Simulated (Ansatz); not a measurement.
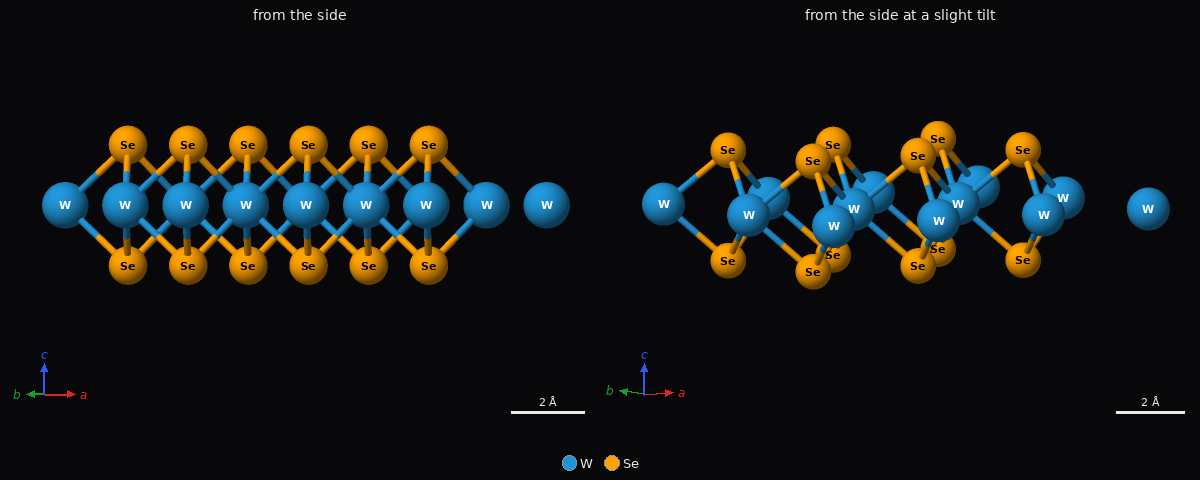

A ball-and-stick picture of a periodic sheet, seen from the side and from the side at a slight tilt. The surface normal points up in side views; the vacuum is left out. 3×2 cells are drawn in the plane, with atoms at the edges repeated.

The cell holds 1 W, 2 Se.

**What do the upper and lower surfaces expose?**

The top face ends in Se, the bottom face in Se. The two faces are alike.

**How far does the slab extend along the normal?**

About 3.3 Å from the lowest to the highest atom.

**What layers make up the slab, from top to bottom?**

Three planes: Se / W / Se.

**How are the atoms bonded?**

Around each W lie six Se in a trigonal prismatic arrangement at about 2.5 to 2.6 Å. Se is surrounded by three W in a trigonal pyramidal arrangement at about 2.5 to 2.6 Å. Not all metal-metal contacts are counted. The bonds build WSe2 layers parallel to the surface.

The model was built from a structure listed in the Materials Project. The cell was then strained or its atoms displaced on purpose. A calculation with Ansatz used it as input.

At this level of theory the run's own cell isn't at rest (forces up to 1.9 eV/Å), so its distances can differ from those at equilibrium, the more so the softer the solid.
